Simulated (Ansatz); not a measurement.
The calculation's input:

```
crystal:
  lattice:
    - [3.2877685319, 0.0, 0.0]
    - [-1.643884266, 2.8472910704, 0.0]
    - [0.0, 0.0, 5.0790385795]
  atoms:
    - { symbol: Mg, position: [0.342274831, 0.684549662, 0.0063188067] }
    - { symbol: Mg, position: [0.6756081643, 0.3512163287, 0.5063188067] }
    - { symbol: O, position: [0.3197497906, 0.6394995812, 0.3982811933] }
    - { symbol: O, position: [0.6530831239, 0.3061662478, 0.8982811933] }
basis:
  ecutwfc: 520.0
kpoints:
  mp_grid: { grid: [9, 9, 6] }
hamiltonian:
  xc: pbe
  pseudopotentials: { kind: paw, azcp: { folder: soft_1 } }
scf:
  occupations: { method: gaussian, width: 0.05 }
output:
  forces: true
  stress: true
  eigenvalues: true
  write_density: true
  write_potential: true
  elf: true
  volumetric_format: npy
```

Run with:

```sh
ansatz run input.yaml --threads 1 --pin off --max-ram 2048MiB --backend cpu --events-out ev --progress --plain --runs-dir out
```

Below, planes, directions and counts refer to the conventional cell (a = 5.69 Å, b = 3.29 Å, c = 5.08 Å, α = 90.00°, β = 90.00°, γ = 90.00°).

Space group Cm; a structure from a database of computed crystals, not necessarily the ambient phase; changed on purpose from its base cell (mode 11 frozen in at -0.078 Å, equal normal strain along x, y and z -0.0083); not relaxed (largest force 1.6 eV/Å); computed pressure about 4 GPa in this cell; PAW files of the earlier set (soft_1).

The calculation used DFT PBE, scalar-relativistic, plane waves, PAW (Ansatz).

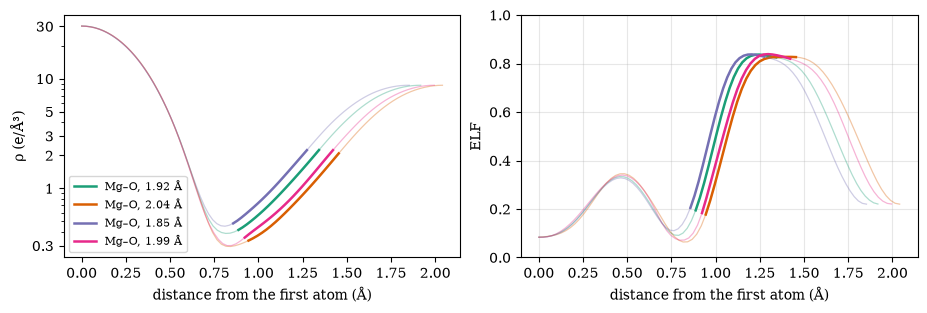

MgO. Valence electron density and ELF along straight lines between neighbouring atoms. Thin, pale parts lie inside the atomic spheres.

Core electrons are frozen (PAW), and the valence fields are smoothed inside the atomic spheres.

Compare the contacts.

Mg–O (1.92 Å): the density is about 0.5 e/Å³ at the midpoint; the ELF peaks at about 0.85 in the valence shell of O, 0.7 Å from its nucleus, and is about 0.35 at the midpoint: an ionic contact with no shared pair.
Mg–O (2.04 Å): ρ is about 0.39 e/Å³ halfway; the ELF peaks at about 0.85 in the valence shell of O, 0.6 Å from its nucleus, and is about 0.35 at the midpoint; a closed-shell, largely ionic contact.
Mg–O (1.85 Å): the density is about 0.58 e/Å³ at the midpoint; the ELF peaks at about 0.85 in the valence shell of O, 0.6 Å from its nucleus, and is about 0.40 at the midpoint; a largely ionic contact.
Mg–O (1.99 Å): the density is about 0.44 e/Å³ at the midpoint; the ELF peaks at about 0.85 in the valence shell of O, 0.7 Å from its nucleus, and is about 0.40 at the midpoint; a largely ionic contact.
